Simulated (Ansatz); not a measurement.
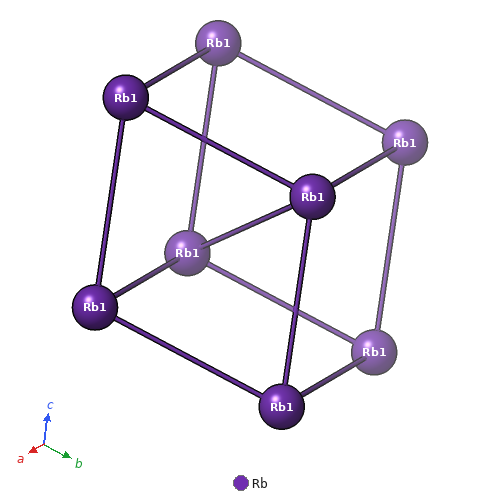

The system is Rb (Im-3m, No. 229; 1 atom in the cell); the picture shows the reference structure. The energy is mapped over two homogeneous strains (x, y and z along the cube axes). The first coordinate is: engineering shear strain xy; the second: equal normal strain along x and y. Nothing is relaxed (symmetry fixes all fractional coordinates). The scan uses a 9 × 9 grid; 45 points were computed and 36 follow by symmetry. Points are written as (first, second). All energies are given in meV/atom relative to the lowest grid point. All numbers below come from DFT LDA, scalar-relativistic, plane waves, PAW (Ansatz). Settings: cutoff 420 eV, k-mesh 12×12×12, gaussian smearing 0.15 eV, no spin polarisation.

Its coordinates:

```yaml
crystal:
  lattice:
    - [-2.69405, 2.69405, 2.69405]
    - [2.69405, -2.69405, 2.69405]
    - [2.69405, 2.69405, -2.69405]
  atoms:
    - { symbol: Rb, position: [0.00000, 0.00000, 0.00000] }
```

Range: engineering shear strain xy from −14.0 to 14.0 %; equal normal strain along x and y from −7.00 to 7.00 %.

> What landscape does the calculation give?

The lowest grid point is at (0.0 %, 0.00 %). It is the only kind of minimum in the scanned range. The highest grid point, (−14.0 %, −7.00 %), lies 31.0 meV/atom above the lowest. Round the minimum the two coordinates are nearly uncoupled.

```csv
"second ↓, first →",−14.0,−10.5,−7.0,−3.5,0.0,3.5,7.0,10.5,14.0
7.00,23.5,20.2,17.8,16.4,16.0,16.4,17.8,20.2,23.5
5.25,17.8,14.1,11.6,10.0,9.5,10.0,11.6,14.1,17.8
3.50,13.5,9.6,6.8,5.2,4.6,5.2,6.8,9.6,13.5
1.75,10.9,6.7,3.7,2.0,1.4,2.0,3.7,6.7,10.9
0.00,10.2,5.7,2.5,0.6,0.0,0.6,2.5,5.7,10.2
−1.75,11.6,6.7,3.4,1.4,0.7,1.4,3.4,6.7,11.6
−3.50,15.3,10.2,6.6,4.5,3.8,4.5,6.6,10.2,15.3
−5.25,21.7,16.3,12.5,10.3,9.5,10.3,12.5,16.3,21.7
−7.00,31.0,25.3,21.3,19.0,18.2,19.0,21.3,25.3,31.0
```

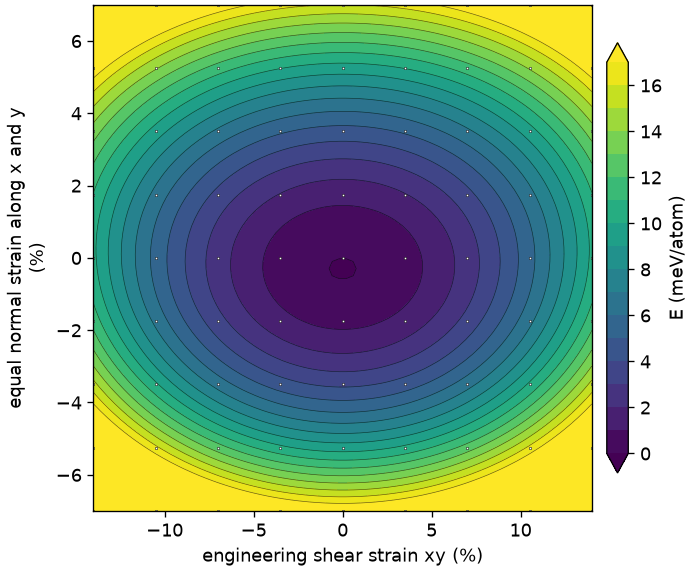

The picture shows filled contours, dots at the grid points, one colour for all values above the top of the scale. Between grid points the surface is interpolated.

Each point was launched as `ansatz run input.yaml --threads 1 --pin off --max-ram 2048MiB --backend cpu --events-out ev --progress --plain --runs-dir out`. The whole map (45 points run) took 4.6 min on 1 thread of Intel(R) Xeon(R) Platinum 8488C (Sapphire Rapids), with other jobs on the host.
